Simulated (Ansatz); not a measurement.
# Energy of In along an even scaling of the cell

System: In (I4/mmm, 1 atom in the cell).
Method: Kohn-Sham DFT of a periodic cell, PBE, all-electron LAPW, scalar-relativistic, no spin polarisation (Ansatz 0.2.0).

The 7 runs differ only in the geometry, by an even scaling of the cell at fixed fractional positions. The structure derives from an entry of the Crystallography Open Database.

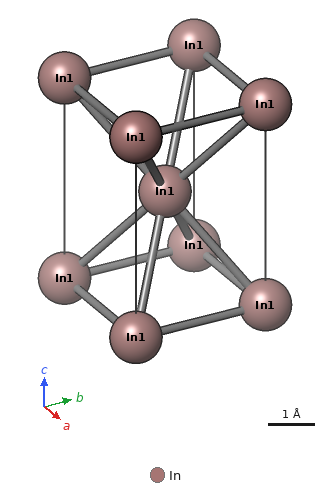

Figure 1. The structure of run 4 (ball-and-stick view of the cell 2 times as large as that of the calculation, set on its symmetry axes, seen at an oblique angle; atoms are numbered from 1 in the order of the input).

## Input of run 4
```yaml
crystal:
  lattice:
    - [-1.62547, 1.62547, 2.4737]
    - [1.62547, -1.62547, 2.4737]
    - [1.62547, 1.62547, -2.4737]
  atoms:
    - { symbol: In, position: [0.0, 0.0, 0.0] }
kpoints:
  mp_grid: { grid: [11, 11, 11] }
scf:
  occupations: { method: fermi_dirac, width: 0.05 }
hamiltonian:
  xc: pbe
  pseudopotentials: { kind: all_electron, lapw: { basis_error: 0.0005 } }
output:
  forces: true
  stress: true
  eigenvalues: true
```

Command:
```bash
ansatz run input.yaml --threads 1 --pin off --max-ram 2560MiB --backend cpu --events-out ev --progress --plain --runs-dir out
```

Lattice vectors (Å) and fractional positions of run 4:
```
  -1.625470    1.625470    2.473700
   1.625470   -1.625470    2.473700
   1.625470    1.625470   -2.473700
In  0.000000  0.000000  0.000000
```

Run 5 differs from it as follows:
```diff
-    - [-1.62547, 1.62547, 2.4737]
-    - [1.62547, -1.62547, 2.4737]
-    - [1.62547, 1.62547, -2.4737]
+    - [-1.6362350157, 1.6362350157, 2.4900825966]
+    - [1.6362350157, -1.6362350157, 2.4900825966]
+    - [1.6362350157, 1.6362350157, -2.4900825966]
```

## Results, with one run withheld

```csv
run,volume per atom (Å³),"free energy per atom, from the lowest run given (meV)",pressure (GPa)
1,24.575,43.20,5.30
2,25.098,27.93,4.08
3,25.621,16.41,3.00
4,26.144,8.20,2.05
5,26.666,?,?
6,27.189,0.31,0.44
7,27.712,0.00,−0.24
```

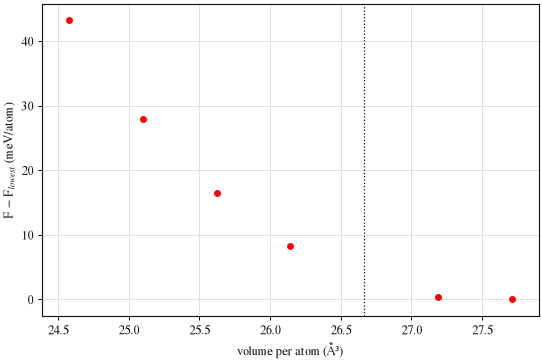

Figure 2. Free energy per atom of the runs given; the dotted line marks run 5.

What should run 5 give?

A cubic polynomial in V^(−2/3) (the Birch–Murnaghan form), fitted to the 6 runs given, misses them by under 0.01 meV per atom. With x = V^(−2/3) − 0.11389 Å⁻², it reads F = 9.8967 + 4844.5 x + 5.9743e+05 x² + 3.0794e+06 x³ (meV per atom). At run 5 it gives 2.95 meV per atom, and the run itself gives 2.95. The slope of the fit gives a pressure −dF/dV of 1.19 GPa there, and the run prints 1.20 GPa. The fit has its minimum at 27.523 Å³ per atom, where V d²F/dV² gives 34.8 GPa. Cell shape and fractional positions are held, so this is the stiffness under even scaling; the relaxed bulk modulus wasn't computed.

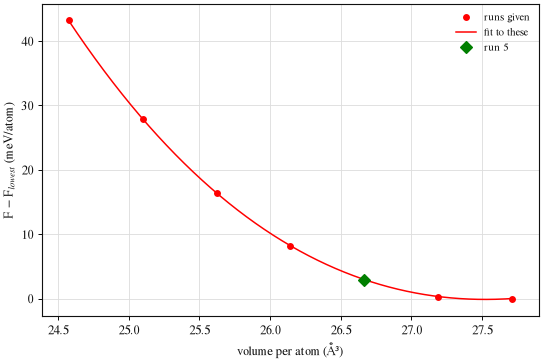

Figure 3. The fit and the withheld run.

## Output, shortened to warnings, some set-up lines, iterations and results (run 5)
```
Basis set: ecut = 190.24291055883464 eV, 169 PW (Γ), FFT grids on a1+a3, a2+a3, a3, exchange–correlation at level 2
Symmetry: 16 space group operations
k-points: 126 of 1331
Initial density: superposition of atomic densities (chi_scale 0.1, normalization cell)
[...]
SCF iter   1: F=—  HF=-160045.996134 eV  |F-HF|=—  |Δ(HF+E_count)|=         —  Δρ=6.05e-3  dr2=7.03e-3  ethr=3.32e-5  ⟨swp⟩=3.6  Hψ=13639  notcnv=0
SCF iter   2: F=—  HF=-160045.971103 eV  |F-HF|=—  |Δ(HF+E_count)|=   2.50e-2  Δρ=3.43e-3  dr2=2.73e-3  ethr=3.32e-5  ⟨swp⟩=2.0  Hψ=5494  notcnv=0
SCF iter   3: F=—  HF=-160045.969546 eV  |F-HF|=—  |Δ(HF+E_count)|=   1.56e-3  Δρ=2.29e-3  dr2=1.39e-3  ethr=1.30e-5  ⟨swp⟩=2.0  Hψ=5368  notcnv=0
SCF iter   4: F=—  HF=-160045.969463 eV  |F-HF|=—  |Δ(HF+E_count)|=   8.28e-5  Δρ=9.86e-4  dr2=3.20e-4  ethr=6.64e-6  ⟨swp⟩=2.0  Hψ=5369  notcnv=0
SCF iter   5: F=—  HF=-160045.969588 eV  |F-HF|=—  |Δ(HF+E_count)|=   1.25e-4  Δρ=2.23e-4  dr2=1.79e-5  ethr=8.51e-8  ⟨swp⟩=2.0  Hψ=9096  notcnv=0
SCF iter   6: F=—  HF=-160045.969591 eV  |F-HF|=—  |Δ(HF+E_count)|=   3.33e-6  Δρ=5.25e-5  dr2=6.71e-7  ethr=8.50e-8  ⟨swp⟩=2.0  Hψ=5367  notcnv=0
SCF iter   7: F=-160045.969591 eV  HF=-160045.969591 eV  |F-HF|=1.02e-8  |Δ(HF+E_count)|=   1.24e-7  Δρ=1.35e-5  dr2=6.24e-8  ethr=3.19e-9  ⟨swp⟩=2.1  Hψ=5380  notcnv=0
SCF 1 converged in 7 iterations: F = -160045.969591 eV  dr2 = 6.24e-8
SCF converged after 7 iterations
Free energy (F): -160045.969591 eV
Harris-Foulkes:  -160045.969591 eV  (|F-HF|=1.02e-8)
Internal energy: -160045.965539 eV  (E = F + TS)
E sigma→0 (E₀):  -160045.967565 eV
Entropy (-TS):   -0.004052 eV (-4.052 meV/atom)
Fermi energy:    13.245679 eV
--- Per-component energies (eV) ---
  E_band       = -553.438718
  E_kinetic    = 167987.595783
  E_xc         = -4352.872015
  E_electrostatic = -323680.689306  (all electrons and nuclei)
  E_smearing   = -0.004052  (= −TS)
  E_closure    = 0.000000  (closes the sum)
  E_atoms      = -160043.426162  (free atoms, spherical and without spin; not in F)
  Σ components = -160045.969591   (vs F -160045.969591, Δ=0.00e0)
  Basis errors (estimates in eV, not in F): energy 1.1e-4 per atom: plane waves 1.1e-4 (5.5e-5 summed), levels above the bands 3.0e-115, relativity 7.1e-9, radial functions 2.1e-6, core shells 8.8e-10; eigenvalues (radial functions only) 1.5e-5; not estimated: angular momenta, meshes, grids; target …
--- Forces (eV/Å), atoms counted from 1 ---
  atom   1  In    -0.00000000     0.00000000    -0.00000000
  max |Σ_I F_I| component: 2.62e-32 eV/Å
--- Stress (GPa, compression-positive) ---
        1.325674       0.000000       0.000000
        0.000000       1.325674       0.000000
        0.000000       0.000000       0.934400
  P = ⅓ Tr σ = 1.1952 GPa (11.952 kbar)
```
